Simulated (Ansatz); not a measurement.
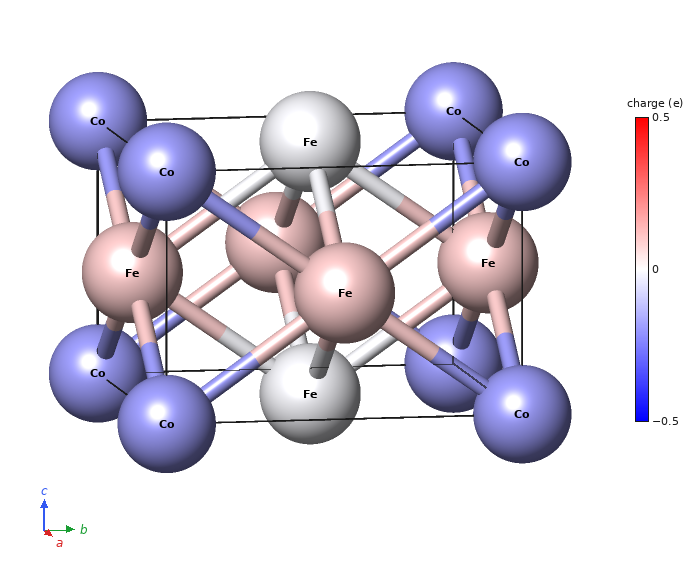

View slightly off an axis, drawn as a ball-and-stick model. One simulation cell is outlined, and atoms on its boundary appear in each equivalent place. The atoms of this Fe$_{3}$Co cell are coloured by their Bader charge.

Theory: DFT LDA, scalar-relativistic, plane waves, PAW (Ansatz). Numerical settings: an energy cutoff of 420 eV, a 12×12×16 mesh of k-points, Gaussian smearing of 0.1 eV, collinear spins. The state is ferromagnetic. The pressure of the cell is -17 GPa.

What do the colours say about charge transfer?

Most positive: Fe; most negative: Co. Charges: about Fe 0.0 to +0.1 e; Co -0.2 e. Little charge moves, as in a metallic or covalent solid.

The structure was taken from a structure listed in the Materials Project. Earlier steps of the study, as a rule a relaxation of our own, may have changed the cell and positions, so they can lie some per cent off the listed ones. It went into a calculation with Ansatz.

At this level of theory the run's own cell isn't at rest (stretched, at -17 GPa), so its distances can differ from those at equilibrium, the more so the softer the solid, and its magnetic state may change on relaxation.
